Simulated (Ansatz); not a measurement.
**PtSe: density, localisation and related maps**

Input file:

```
crystal:
  lattice:
    - [3.70187033, 0.0, 0.0]
    - [-1.85093516, 3.20591375, 0.0]
    - [0.0, 0.0, 3.61284203]
  atoms:
    - { symbol: Pt, position: [0.0, 0.0, 0.0] }
    - { symbol: Se, position: [0.6666666667, 0.3333333333, 0.5] }
hamiltonian:
  xc: pbe
  pseudopotentials: { kind: paw }
kpoints:
  mp_grid: { grid: [8, 8, 7] }
  band_path:
    path:
      - [[0.0, 0.0, 0.0], [0.5, 0.0, 0.0], [0.3333333333, 0.3333333333, 0.0], [0.0, 0.0, 0.0], [0.0, 0.0, 0.5], [0.5, 0.0, 0.5], [0.3333333333, 0.3333333333, 0.5], [0.0, 0.0, 0.5]]
      - [[0.5, 0.0, 0.5], [0.5, 0.0, 0.0]]
      - [[0.3333333333, 0.3333333333, 0.0], [0.3333333333, 0.3333333333, 0.5]]
    npoints: 14
scf:
  occupations: { method: fermi_dirac, width: 0.05 }
  n_extra_bands: 6
output:
  forces: true
  stress: true
  eigenvalues: true
  fatbands: true
  write_density: true
  write_potential: true
  elf: true
  volumetric_format: npy
```

Launched as:

```sh
ansatz run input.yaml --threads 2 --pin off --max-ram 5632MiB --backend cpu --events-out ev --progress --plain --runs-dir out
```

Below, planes, directions and counts refer to the conventional cell (a = 3.70 Å, b = 3.70 Å, c = 3.61 Å, α = 90.00°, β = 90.00°, γ = 120.00°).

Space group P-6m2; a generated structure, not necessarily the stable one; built by placing these elements on a known structure type; computed pressure about −11 GPa in this cell.

Computed with Ansatz, Kohn-Sham DFT of a periodic cell, PBE, Ansatz PAW.

Core electrons are frozen (PAW), and the valence fields are smoothed inside the atomic spheres.

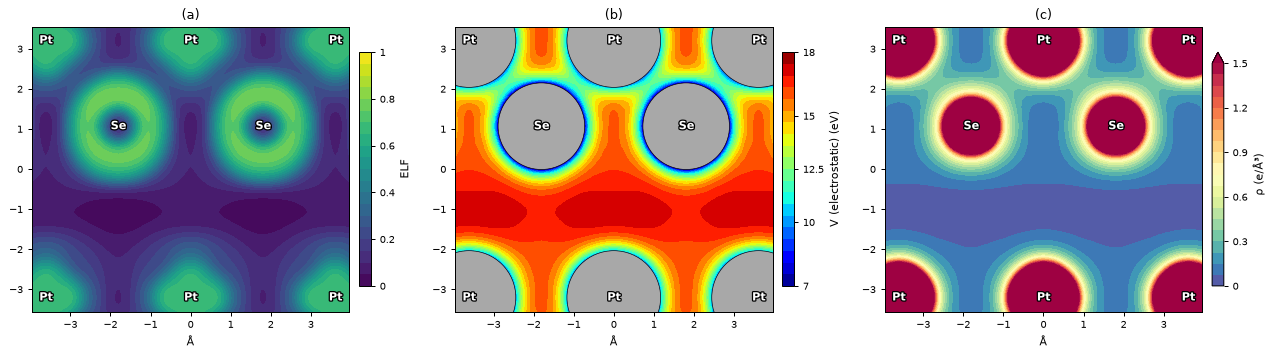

Figure 1. (a) electron localisation function; (b) electrostatic potential energy of an electron; (c) valence electron density on the (110) plane of the conventional cell. Grey discs cover the atomic cores in the potential map.

> What do the fields say about this system?

The section cuts through Pt and Se sites.
Pt–Se (2.80 Å): ρ is about 0.32 e/Å³ halfway; the ELF is about 0.35 at the midpoint.
Between the atoms the lowest density in this plane is 0.03 e/Å³.
The features right at Pt lie inside the PAW spheres, where the map follows smoothed inner orbitals and isn't to be read closely.
Outside the cores the potential energy rises away from the atoms and is highest about 2.1 Å from the nearest atoms; its zero is arbitrary.

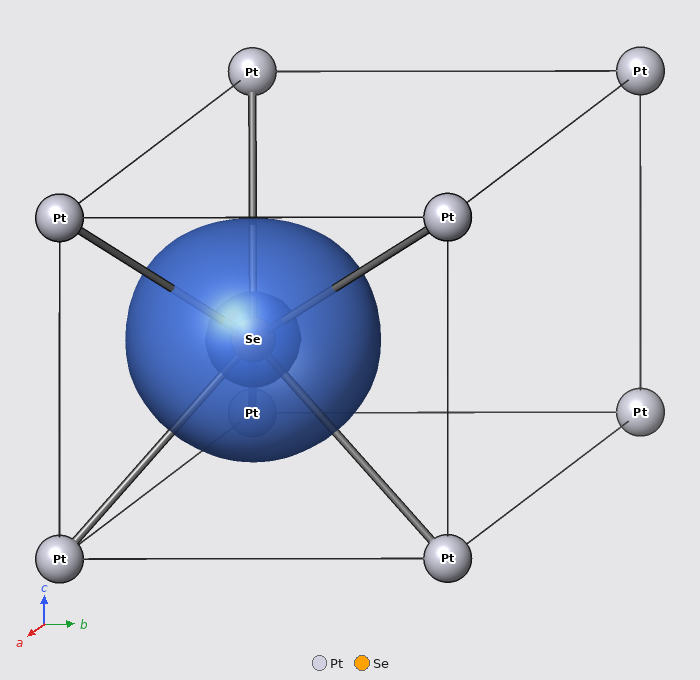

Figure 2. Isosurface of the electron localisation function at 0.55 (blue), seen at an oblique angle. Only the valence region is drawn (cores and ρ < 0.01 e/Å³ removed). Sticks mark near contacts.

> Describe the localisation domains.

The surface consists of one region wrapped around Se (its valence shell), counted in one cell of 2 atoms. Any copies at cell faces, edges or corners count once.

> Does the calculation make it a metal, or give it a gap?

It is metallic or semimetallic at this level of theory: no gap opens; semilocal functionals without U, or without the true magnetic order, often close the gap of such compounds.
